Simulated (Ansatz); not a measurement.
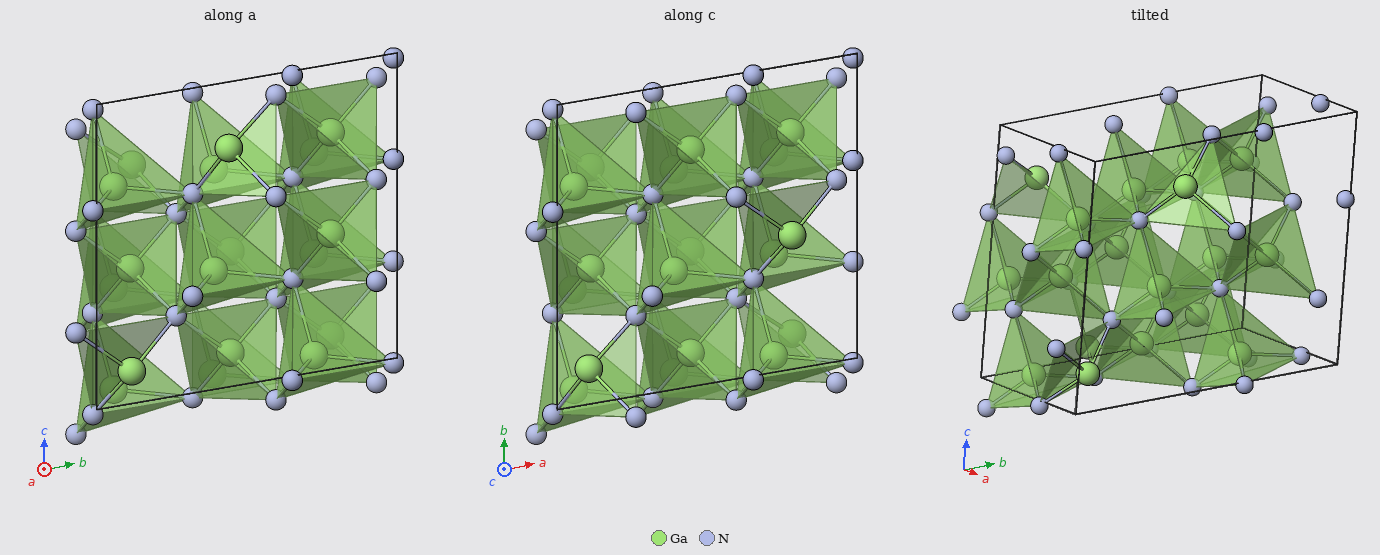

Drawn in the polyhedral manner and seen along the a axis, along the c axis and slightly off an axis. Atoms at the boundary of the simulation cell (the box) are drawn once for each face, edge or corner they touch. Some atoms of the next cells are drawn as well. Cell: a = 7.568 Å, b = 7.568 Å, c = 7.568 Å, α = 78.22°, β = 78.22°, γ = 78.22°.

State composition, symmetry and coordination.

- Its composition is Ga₁₈N₁₇.
- The lattice is rhombohedral (trigonal R) and the space group R3m (No. 160).
- The cell comprises 1 formula unit: 18 Ga, 17 N.
- The neighbours of N are four Ga in a tetrahedral arrangement at about 1.9 Å.
- The coordination, counted out to bonding distance, is Ga 3 to 4 (mean 3.8).
- The bonds build a three-dimensional framework.

The cell started as a structure listed in the Materials Project, repeated into a supercell with a point defect put in. The atoms were relaxed in a fixed cell with Ansatz, DFT PBEsol, scalar-relativistic, plane waves, PAW.
